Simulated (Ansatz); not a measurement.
System: CdF₂, space group Fm-3m (No. 225).

Starting cell:
```
CELL_PARAMETERS angstrom
0.00000 2.69400 2.69400
2.69400 0.00000 2.69400
2.69400 2.69400 0.00000
ATOMIC_POSITIONS crystal
Cd 0.00000 0.00000 0.00000
F 0.75000 0.75000 0.75000
F 0.25000 0.25000 0.25000
```

Method: Born effective charges by linear response at the zone centre, in units of the proton charge, Cartesian axes of the given cell; plane-wave DFT, no spin polarisation (Ansatz 0.2.0). Level: LDA.

k mesh 9×9×9; occupations fixed; potentials Ansatz PAW; wave cutoff 420 eV; density cutoff 1680 eV; program settings xc grid level 2, xc grid task field_response.

What does the calculation give for the mean Born effective charge of each atom? The cases: Cd; F 1; F 2.

The largest in size is that of Cd, 2.47 e, and the charges add up to 0.00 e. The charges are isotropic.

```csv
atom,mean Born effective charge (e)
Cd,2.471
F 1,-1.236
F 2,-1.236
```

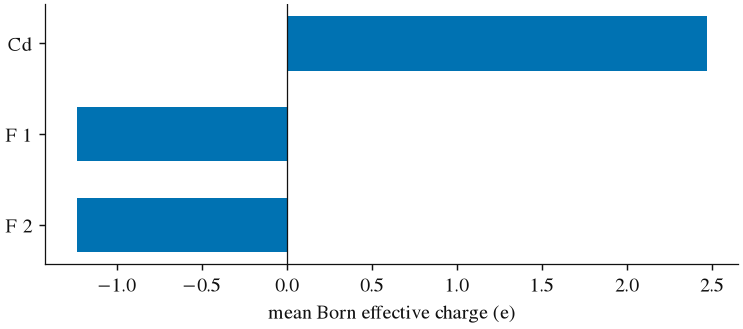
